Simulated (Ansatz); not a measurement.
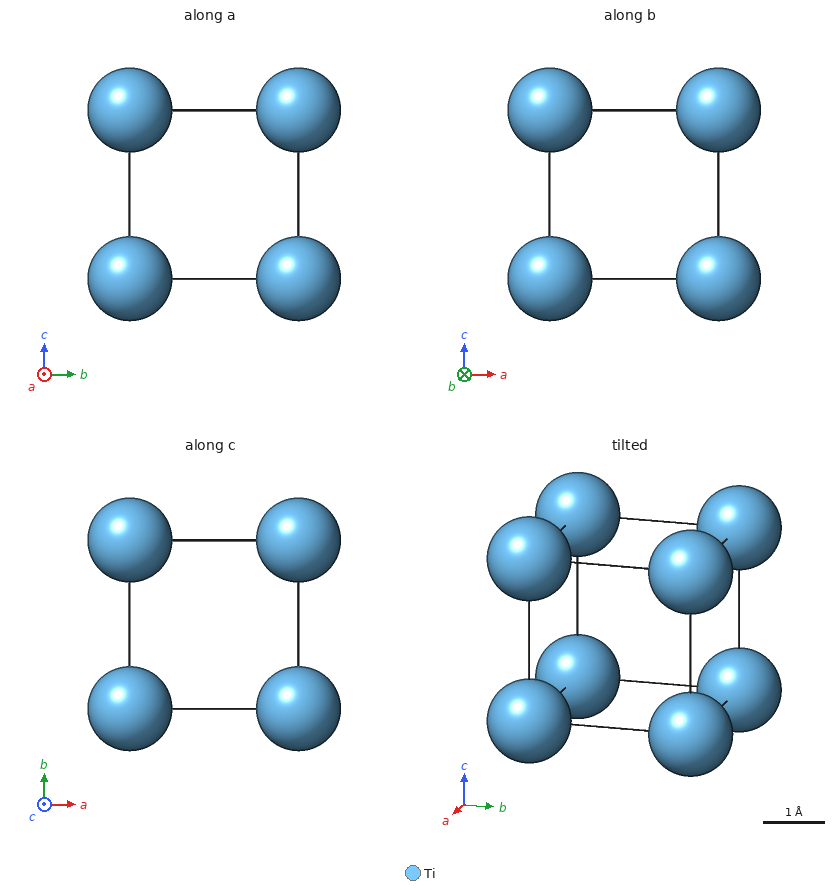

Spheres-only drawing of the structure, looking along the a axis, along the b axis, along the c axis and slightly off an axis. The conventional unit cell is outlined; an atom on or near a face, edge or corner is repeated at each equivalent position.

Lattice parameters: a = 2.7934 Å, b = 2.7934 Å, c = 2.7934 Å, α = 90.000°, β = 90.000°, γ = 90.000°.

Question: Convert the drawing into a CIF with its space group and independent sites.

Answer:
```cif
data_structure
_symmetry_space_group_name_H-M 'P m -3 m'
_symmetry_Int_Tables_number 221
_cell_length_a 2.7934
_cell_length_b 2.7934
_cell_length_c 2.7934
_cell_angle_alpha 90.000
_cell_angle_beta 90.000
_cell_angle_gamma 90.000
_cell_volume 21.80
loop_
_atom_site_label
_atom_site_type_symbol
_atom_site_symmetry_multiplicity
_atom_site_Wyckoff_symbol
_atom_site_fract_x
_atom_site_fract_y
_atom_site_fract_z
_atom_site_occupancy
Ti1 Ti 1 a 0.0000 0.0000 0.0000 1
```

The initial geometry was a structure type filled with this element by a generator (whether the element takes this form wasn't checked). Earlier steps of the study may have refined or changed the cell and positions. It went into a calculation with Ansatz.

At this level of theory the cell isn't at rest (stretched, at -6 GPa), so its distances can differ from those at equilibrium, the more so the softer the solid.
